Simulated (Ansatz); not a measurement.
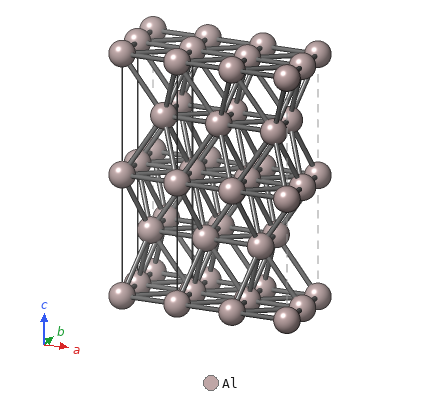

The structure; the drawing may span several cells.

Structure (in its standard cell), the geometry relaxed with Ansatz, DFT, RPBE, plane waves (420 eV) with PAW, scalar-relativistic; the starting structure was generated, so it need not be a known form of this composition:

```
Al
1.0
     2.86331    0.00000    0.00000
    -1.43165    2.47970    0.00000
     0.00000    0.00000    9.50161
Al
4
Direct
  0.00000 0.00000 0.00000
  0.00000 0.00000 0.50000
  0.33333 0.66667 0.25000
  0.66667 0.33333 0.75000
```

### What does the kinematic electron diffraction pattern along [101] look like at 200 kV (B = 0.3 Å²)?

The spots form a centred rectangular net whose two shortest vectors correspond to d = 2.48 Å and 2.40 Å, 61.1° apart. They are 0 1 0 and 1 0 -1. The pattern has symmetry 2mm. A glide plane extinguishes reflections such as 1 -2 -1, 1 1 -1; reflections such as 3 -3 -3, 3 0 -3 are allowed by the space group but vanish because the atoms sit on special positions; reflections such as 2 -1 -2 are allowed but too weak to see at this display level.

Strongest reflections with d > 0.80 Å, one of each family (|F|² from tabulated Gaussian fits of the electron scattering factors, times a small damping for the curvature of the Ewald sphere):

```json
{"hkl": "1 0 -1", "d (Å)": "2.399", "I (strongest = 100)": "100"}
{"hkl": "2 0 -2", "d (Å)": "1.200", "I (strongest = 100)": "45"}
{"hkl": "0 1 0", "d (Å)": "2.480", "I (strongest = 100)": "36"}
{"hkl": "0 3 0", "d (Å)": "0.827", "I (strongest = 100)": "26"}
{"hkl": "2 1 -2", "d (Å)": "0.920", "I (strongest = 100)": "21"}
{"hkl": "1 2 -1", "d (Å)": "0.933", "I (strongest = 100)": "7"}
```

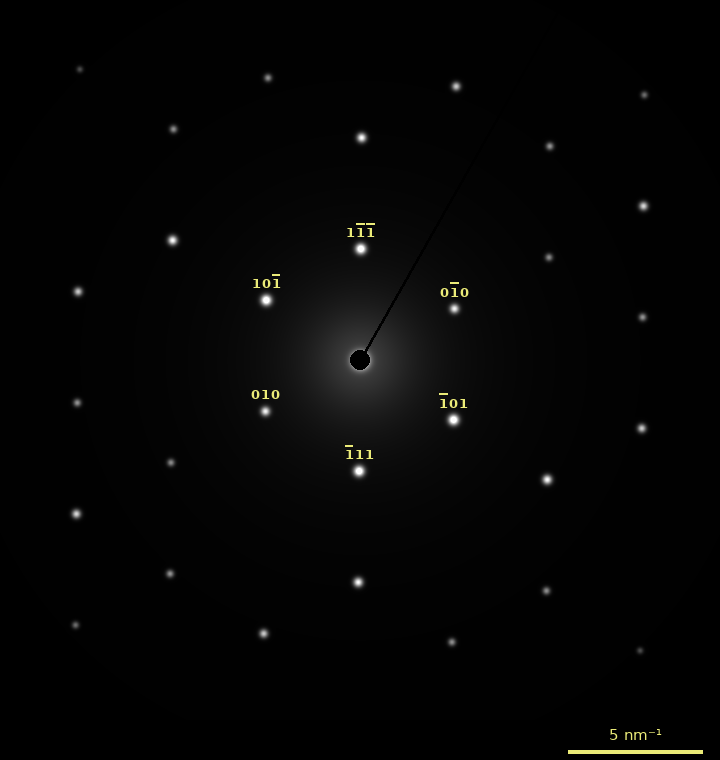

Calculated pattern, seen from the source side with [101] pointing towards the source.
